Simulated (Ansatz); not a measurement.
## Run report: SrO, geometry relaxation (part 1 of 2)

System: SrO (Pm-3m, 2 atoms in the cell).
Method: DFT, LDA, plane waves, PAW, no spin polarisation (Ansatz 0.2.0).

The structure was built on a prototype by a generator. The geometry comes from this level: PBE. Figures and captions count atoms from 1; the log counts them from 0 in places.

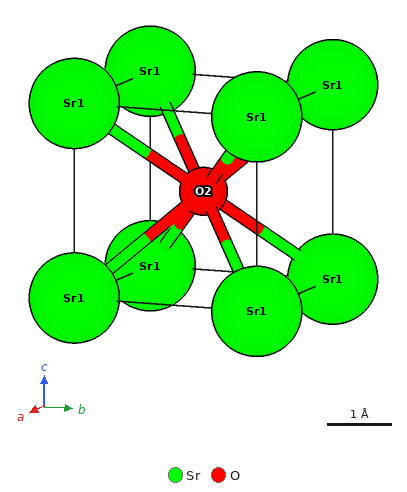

Figure 1. The starting structure (ball-and-stick view of the cell of the calculation, seen slightly off an axis; atoms are numbered from 1 in the order of the input). Near neighbours in the crystal (not all of them lie inside the picture): Sr has 8 O at 2.71 Å; O has 8 Sr at 2.71 Å.

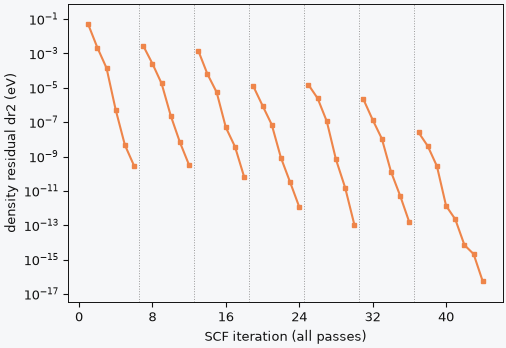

Figure 2. Convergence of the self-consistent field: density residual dr2 against the SCF iteration. The dotted lines part the SCF passes of the relaxation: geometry steps, rejected trials and re-solves on a re-selected basis. The 7 passes take 6 to 8 iterations each, 44 in all.

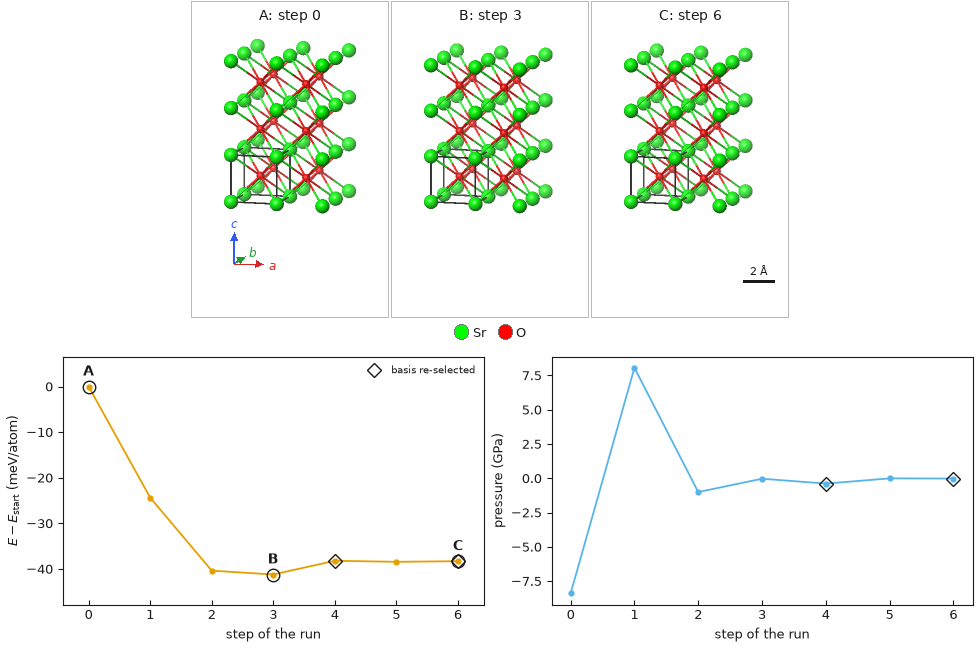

Figure 3. Frames of the relaxation (ball-and-stick view of the cell of the calculation, repeated 2 × 2 × 3, seen slightly off an axis) above the curves, on which the letters mark them (the first geometry is step 0 here and step 1 in the log).

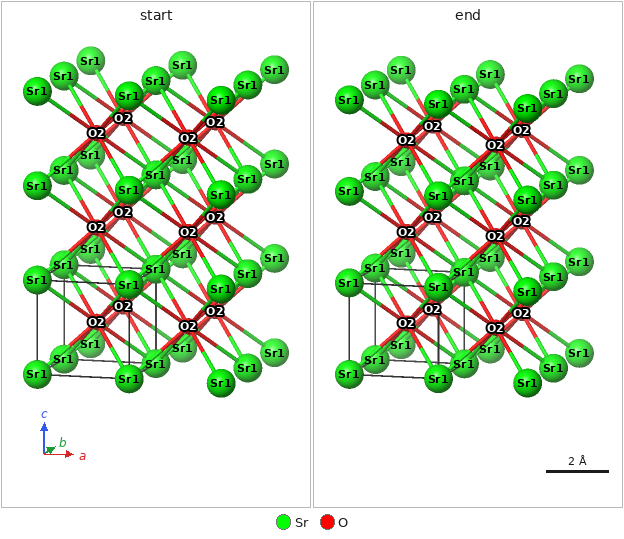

Figure 4. Before (left) and after (right) the relaxation, at one scale (ball-and-stick view of the cell of the calculation, repeated 2 × 2 × 3, seen slightly off an axis). The energy falls by 38.4 meV per atom in 4 geometry steps. All forces vanish by symmetry, so only the cell relaxes. Pressure: −8.38 GPa at the start and −0.02 GPa at the end. The basis was re-selected once at an unchanged geometry, which shifts the energy a little without any move. The atoms keep their places relative to the cell (all moves are under 0.005 Å). The volume changes by −8.7 %, with a = b = c 3.134 → 3.040 Å (−3.0 %). Among the contacts that change: Sr1–O2 2.714 → 2.632 Å. The space group stays Pm-3m (No. 221). The energy change given includes the shifts at the re-selections in mid-walk, which come without any move. A last SCF at the same geometry on a re-selected plane-wave basis shifts the energy by +0.1 meV per atom. (Atoms are counted from 1 in the order of the input.)

These pictures come from the run below.

The input
```yaml
crystal:
  lattice:
    - [3.133579078, 0.0, 0.0]
    - [0.0, 3.133579078, 0.0]
    - [0.0, 0.0, 3.133579078]
  atoms:
    - { symbol: Sr, position: [0.0, 0.0, 0.0] }
    - { symbol: O, position: [0.5, 0.5, 0.5] }
kpoints:
  mp_grid: { grid: [8, 8, 8] }
hamiltonian:
  xc: lda
scf:
  occupations: { method: fermi_dirac, width: 0.02 }
relax:
  f_tol: 0.005
  cell: {}
```

Command:
```bash
ansatz run input.yaml --threads 2 --pin off --max-ram 2211MiB --backend cpu --events-out ev --progress --plain --runs-dir out
```

The program's output
```
Engine: ansatz 0.2.0, aarch64-unknown-linux-gnu
Pseudopotentials: kind: paw
Pseudopotential: Sr, paw, valence charge 10, recommended cutoff 420 eV (normal), Sr.paw.azcp
Pseudopotential: O, paw, valence charge 6, recommended cutoff 420 eV (normal), O.paw.azcp
Functional definition: SPW92
  exchange = slater_x
  correlation = pw_c
Crystal: 2 atoms, lattice volume = 30.770 Å³
Basis set: ecut = 420 eV, 619 PW (Γ)
Bands: 12, of which v1, the nominal top of the filled ones, is band 8 counted from 1 (7 counted from 0)
Symmetry: 48 space group operations
Space group: Pm-3m (ITA 221), of the structure as read, at distance tolerance 3.1e-5 Å
k-points: 35 of 512
Non-local potential: Sr, projectors of the file, l = 0: 3, l = 1: 2, l = 2: 2
Non-local potential: O, projectors of the file, l = 0: 2, l = 1: 2, l = 2: 1
PAW form: soft (Blöchl's): semilocal exchange-correlation on the pseudo side does not see the compensation charge
PAW frozen core: Sr, regenerated for the run's functional, and the local potential with it (the file was generated under x = pbe(κ = 0.804, μ = 0.2195149727645171), c = pbe(β = 0.06672455060314922))
PAW frozen core: O, regenerated for the run's functional, and the local potential with it (the file was generated under x = pbe(κ = 0.804, μ = 0.2195149727645171), c = pbe(β = 0.06672455060314922))
PAW one-centre angular grid: Sr, 110 points (default); XC on 64 Gauss nodes
PAW one-centre angular grid: O, 110 points (default); XC on 64 Gauss nodes
Initial density: superposition of atomic densities (neutral atoms: chi_scale 0, normalization atom), corrected by the library's trained network
Initial wavefunctions: pseudopotential atomic-orbital guess
Functional: x = slater, c = lda
SCF iter   1: F=—  HF=-4002.068638 eV  |F-HF|=—  |Δ(HF+E_count)|=         —  Δρ=1.36e-2  dr2=4.96e-2  ethr=1.77e-3  ⟨swp⟩=9.3  Hψ=3276  notcnv=0
preconditioner: auto → none  [insulator: Δε(μ)=2.468 eV  Ē_g=15.977 eV  σ=0.020 eV  W_gap=1.00  n_scr=6 (ndim 8)  ℏωp=25.0 eV  f_vac=0.000  D(μ)=0.00/eV (n_scr^D=0)  ε∞_Penn≈3.5]
SCF iter   2: F=—  HF=-4002.058476 eV  |F-HF|=—  |Δ(HF+E_count)|=   1.02e-2  Δρ=3.31e-3  dr2=2.19e-3  ethr=3.10e-4  ⟨swp⟩=2.3  Hψ=860  notcnv=0
SCF iter   3: F=—  HF=-4002.057970 eV  |F-HF|=—  |Δ(HF+E_count)|=   5.05e-4  Δρ=9.68e-4  dr2=1.41e-4  ethr=1.37e-5  ⟨swp⟩=1.8  Hψ=497  notcnv=0
SCF iter   4: F=—  HF=-4002.057934 eV  |F-HF|=—  |Δ(HF+E_count)|=   3.61e-5  Δρ=6.22e-5  dr2=5.18e-7  ethr=8.83e-7  ⟨swp⟩=2.1  Hψ=567  notcnv=0
SCF iter   5: F=—  HF=-4002.057929 eV  |F-HF|=—  |Δ(HF+E_count)|=   5.30e-6  Δρ=9.09e-6  dr2=4.67e-9  ethr=3.23e-9  ⟨swp⟩=2.1  Hψ=707  notcnv=0
SCF iter   6: F=-4002.057929 eV  HF=-4002.057929 eV  |F-HF|=1.94e-10  |Δ(HF+E_count)|=   1.10e-9  Δρ=1.73e-6  dr2=2.90e-10  ethr=2.92e-11  ⟨swp⟩=2.3  Hψ=1547  notcnv=0
SCF 1 converged in 6 iterations: F = -4002.057929 eV  dr2 = 2.90e-10
  greatest PAW one-centre occupation: 0.986 electrons in one spin orbital (limit 2), on the Sr atom at site 0 (counted from 0), in its partial waves of l = 0
relax step   1: F+E_penalty+E_count = -4002.05792896 eV  Δ(F+E_penalty+E_count) = +0.000e0 eV  max|allowed force component| = 7.626e-30 eV/Å  Δτ_max = 0.0000 Å  P = -8.385 GPa  Ω = 30.770 Å³  (6 SCF iters, dr2 threshold 1.00e-7 eV, accepted)
Crystal: 2 atoms, lattice volume = 26.485 Å³
Basis set: ecut = 420 eV, 485 PW (Γ)
Initial density: handed on by an earlier stage of this run
Initial wavefunctions: those handed on with the density
iter 1 solved again at ethr=1.44e-5 eV; its pass at ethr=3.10e-3 eV (dr2=2.30e-3 eV) is discarded
SCF iter   1: F=—  HF=-4002.106993 eV  |F-HF|=—  |Δ(HF+E_count)|=         —  Δρ=5.29e-3  dr2=2.78e-3  ethr=1.44e-5  ⟨swp⟩=2.3  Hψ=3916  notcnv=0
preconditioner: auto → none  [insulator: Δε(μ)=2.594 eV  Ē_g=16.812 eV  σ=0.020 eV  W_gap=1.00  n_scr=6 (ndim 8)  ℏωp=27.0 eV  f_vac=0.000  D(μ)=0.00/eV (n_scr^D=0)  ε∞_Penn≈3.6]
SCF iter   2: F=—  HF=-4002.106563 eV  |F-HF|=—  |Δ(HF+E_count)|=   4.30e-4  Δρ=1.78e-3  dr2=2.55e-4  ethr=1.44e-5  ⟨swp⟩=2.0  Hψ=657  notcnv=0
SCF iter   3: F=—  HF=-4002.106625 eV  |F-HF|=—  |Δ(HF+E_count)|=   6.20e-5  Δρ=4.01e-4  dr2=1.78e-5  ethr=1.59e-6  ⟨swp⟩=2.0  Hψ=647  notcnv=0
SCF iter   4: F=—  HF=-4002.106631 eV  |F-HF|=—  |Δ(HF+E_count)|=   6.02e-6  Δρ=4.02e-5  dr2=2.34e-7  ethr=1.11e-7  ⟨swp⟩=2.1  Hψ=575  notcnv=0
iter 5 did not close the SCF: its close was put off for the readings that it lacked (scf_convergence_deferred on its scf_iter line)
SCF iter   5: F=-4002.106631 eV  HF=-4002.106631 eV  |F-HF|=4.50e-9  |Δ(HF+E_count)|=   5.64e-8  Δρ=5.98e-6  dr2=6.67e-9  ethr=1.46e-9  ⟨swp⟩=2.5  Hψ=645  notcnv=0
SCF iter   6: F=-4002.106631 eV  HF=-4002.106631 eV  |F-HF|=2.00e-10  |Δ(HF+E_count)|=   2.07e-9  Δρ=1.45e-6  dr2=3.14e-10  ethr=4.17e-11  ⟨swp⟩=2.5  Hψ=1475  notcnv=0
SCF 2 converged in 6 iterations: F = -4002.106631 eV  dr2 = 3.14e-10
  greatest PAW one-centre occupation: 0.987 electrons in one spin orbital (limit 2), on the Sr atom at site 0 (counted from 0), in its partial waves of l = 0
relax step   2: F+E_penalty+E_count = -4002.10663062 eV  Δ(F+E_penalty+E_count) = -4.870e-2 eV  max|allowed force component| = 2.892e-30 eV/Å  Δτ_max = 0.0000 Å  P = +8.059 GPa  Ω = 26.485 Å³  energy of the carried Pulay correction = +1.556e-2 eV  (6 SCF iters, dr2 threshold 2.00e-7 eV, accepted)
Crystal: 2 atoms, lattice volume = 28.425 Å³
Basis set: ecut = 420 eV, 587 PW (Γ)
iter 1 solved again at ethr=8.20e-6 eV; its pass at ethr=3.10e-3 eV (dr2=1.31e-3 eV) is discarded
SCF iter   1: F=—  HF=-4002.138930 eV  |F-HF|=—  |Δ(HF+E_count)|=         —  Δρ=3.15e-3  dr2=1.44e-3  ethr=8.20e-6  ⟨swp⟩=2.4  Hψ=3602  notcnv=0
preconditioner: auto → none  [insulator: Δε(μ)=2.631 eV  Ē_g=16.435 eV  σ=0.020 eV  W_gap=1.00  n_scr=6 (ndim 8)  ℏωp=26.1 eV  f_vac=0.000  D(μ)=0.00/eV (n_scr^D=0)  ε∞_Penn≈3.5]
SCF iter   2: F=—  HF=-4002.138641 eV  |F-HF|=—  |Δ(HF+E_count)|=   2.88e-4  Δρ=7.90e-4  dr2=6.21e-5  ethr=8.20e-6  ⟨swp⟩=2.1  Hψ=646  notcnv=0
SCF iter   3: F=—  HF=-4002.138657 eV  |F-HF|=—  |Δ(HF+E_count)|=   1.58e-5  Δρ=2.25e-4  dr2=5.51e-6  ethr=3.88e-7  ⟨swp⟩=2.0  Hψ=657  notcnv=0
iter 4 did not close the SCF: its close was put off for the readings that it lacked (scf_convergence_deferred on its scf_iter line)
SCF iter   4: F=-4002.138660 eV  HF=-4002.138660 eV  |F-HF|=6.98e-9  |Δ(HF+E_count)|=   3.25e-6  Δρ=1.76e-5  dr2=4.94e-8  ethr=3.44e-8  ⟨swp⟩=2.3  Hψ=598  notcnv=0
iter 5 did not close the SCF: its close was put off for the readings that it lacked (scf_convergence_deferred on its scf_iter line)
SCF iter   5: F=-4002.138660 eV  HF=-4002.138660 eV  |F-HF|=2.21e-9  |Δ(HF+E_count)|=   5.53e-9  Δρ=4.39e-6  dr2=3.70e-9  ethr=3.09e-10  ⟨swp⟩=2.4  Hψ=681  notcnv=0
SCF iter   6: F=-4002.138660 eV  HF=-4002.138660 eV  |F-HF|=3.82e-11  |Δ(HF+E_count)|=   1.16e-9  Δρ=6.70e-7  dr2=6.40e-11  ethr=2.31e-11  ⟨swp⟩=1.9  Hψ=1343  notcnv=0
SCF 3 converged in 6 iterations: F = -4002.138660 eV  dr2 = 6.40e-11
relax step   3: F+E_penalty+E_count = -4002.13866038 eV  Δ(F+E_penalty+E_count) = -3.203e-2 eV  max|allowed force component| = 6.311e-30 eV/Å  Δτ_max = 0.0000 Å  P = -1.003 GPa  Ω = 28.425 Å³  energy of the carried Pulay correction = +8.238e-3 eV  (6 SCF iters, dr2 threshold 2.00e-7 eV, accepted)
Crystal: 2 atoms, lattice volume = 28.179 Å³
Basis set: ecut = 420 eV, 515 PW (Γ)
iter 1 solved again at ethr=9.27e-8 eV; its pass at ethr=3.10e-3 eV (dr2=1.48e-5 eV) is discarded
SCF iter   1: F=—  HF=-4002.140361 eV  |F-HF|=—  |Δ(HF+E_count)|=         —  Δρ=3.24e-4  dr2=1.21e-5  ethr=9.27e-8  ⟨swp⟩=3.0  Hψ=3482  notcnv=0
preconditioner: auto → none  [insulator: Δε(μ)=2.653 eV  Ē_g=16.484 eV  σ=0.020 eV  W_gap=1.00  n_scr=6 (ndim 8)  ℏωp=26.2 eV  f_vac=0.000  D(μ)=0.00/eV (n_scr^D=0)  ε∞_Penn≈3.5]
SCF iter   2: F=—  HF=-4002.140359 eV  |F-HF|=—  |Δ(HF+E_count)|=   2.05e-6  Δρ=1.00e-4  dr2=9.15e-7  ethr=7.59e-8  ⟨swp⟩=2.3  Hψ=551  notcnv=0
iter 3 did not close the SCF: its close was put off for the readings that it lacked (scf_convergence_deferred on its scf_iter line)
SCF iter   3: F=-4002.140360 eV  HF=-4002.140360 eV  |F-HF|=4.73e-9  |Δ(HF+E_count)|=   2.12e-7  Δρ=2.52e-5  dr2=7.21e-8  ethr=5.72e-9  ⟨swp⟩=2.0  Hψ=653  notcnv=0
iter 4 did not close the SCF: its close was put off for the readings that it lacked (scf_convergence_deferred on its scf_iter line)
SCF iter   4: F=-4002.140360 eV  HF=-4002.140360 eV  |F-HF|=4.00e-11  |Δ(HF+E_count)|=   2.94e-8  Δρ=2.34e-6  dr2=8.59e-10  ethr=4.50e-10  ⟨swp⟩=2.1  Hψ=581  notcnv=0
iter 5 did not close the SCF: its close was put off for the readings that it lacked (scf_convergence_deferred on its scf_iter line)
SCF iter   5: F=-4002.140360 eV  HF=-4002.140360 eV  |F-HF|=2.14e-11  |Δ(HF+E_count)|=  2.16e-10  Δρ=4.16e-7  dr2=3.26e-11  ethr=5.37e-12  ⟨swp⟩=2.6  Hψ=646  notcnv=0
SCF iter   6: F=-4002.140360 eV  HF=-4002.140360 eV  |F-HF|=1.36e-12  |Δ(HF+E_count)|=  1.09e-11  Δρ=9.12e-8  dr2=1.16e-12  ethr=1.00e-12  ⟨swp⟩=1.0  Hψ=980  notcnv=0
SCF 4 converged in 6 iterations: F = -4002.140360 eV  dr2 = 1.16e-12
```
